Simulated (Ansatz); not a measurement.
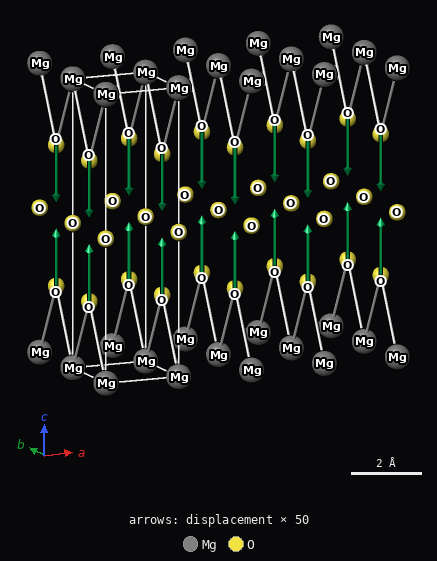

A relaxation of a crystal of MgO$_{3}$ (a generated structure, set up in Pmmm) (coarse preliminary run). The starting structure is drawn; green arrows show the displacements (the part carried along by the change of the cell is left out), 50 times their true length.

The picture is a ball-and-stick view of the cell of the calculation, repeated 4 × 2 × 1 with one cell outlined, seen slightly off an axis.

These are results of DFT PBE, scalar-relativistic, plane waves, PAW in Ansatz 0.2.0, not measurements.

The input:
```yaml
crystal:
  lattice:
    - [2.27566509, 0.0, 0.0]
    - [0.0, 2.35000637, 0.0]
    - [0.0, 0.0, 8.4438435]
  atoms:
    - { symbol: Mg, position: [0.0, 0.0, 0.0] }
    - { symbol: O, position: [0.0, 0.5, 0.25604299] }
    - { symbol: O, position: [0.0, 0.0, 0.5] }
    - { symbol: O, position: [0.0, 0.5, 0.74395701] }
basis:
  ecutwfc: 420
kpoints:
  mp_grid: { grid: [8, 8, 2] }
hamiltonian:
  xc: pbe
scf:
  occupations: { method: gaussian, width: 0.1 }
  lower_state_search: "off"
output:
  forces: true
  stress: true
  eigenvalues: true
relax:
  adjacent_minimum: "off"
  f_tol: 0.04
  max_steps: 70
  cell: { stress_tol: 0.4 }
```

Run as
```bash
ansatz run input.yaml --threads 1 --pin off --max-ram 2048MiB --backend cpu --events-out ev --progress --plain --runs-dir out
```

### Which element moves most?

Oxygen: up to 0.035 Å, against 0.000 Å for magnesium.

### What did the optimiser do to the structure, and how much energy did it gain?

Over 36 accepted moves (48 points after the start) the energy falls by 1745 meV per atom. Largest force component: 1.9 eV/Å at the start, 0.0053 eV/Å at the end. The pressure goes from −2.64 to 0.13 GPa. The line search rejected the trial step at point 12 of the run. The SCF was repeated 11 times at an unchanged geometry on a basis and grid sized afresh for the cell, which shifted the energy by 124 meV per atom at most. The largest moves relative to the cell, 0.035 Å, are those of O2 and O4. O2 goes along +c. Mg stays in place. The drawn cell changes as follows: a 2.276 → 4.945 Å (+117.3 %), b 2.350 → 2.809 Å (+19.5 %), c 8.444 → 5.246 Å (−37.9 %); the volume changes by +61.4 %. Some distances before and after: Mg1–Mg1 2.276 → 4.945 Å, Mg1–O2 2.461 → 1.967 Å, Mg1–Mg1 (another image) 2.350 → 2.809 Å. Bond angles that change, for instance: Mg1–O4–Mg1 57.0° → 91.1°, O2–Mg1–O4 123.0° → 88.9°, O2–Mg1–O2 57.0° → 91.1°. The space group stays Pmmm (No. 47). The run took 2.2 min on 1 thread of Intel(R) Xeon(R) Platinum 8375C CPU @ 2.90GHz (Ice Lake), with other jobs on the host, peak memory 0.41 GiB.
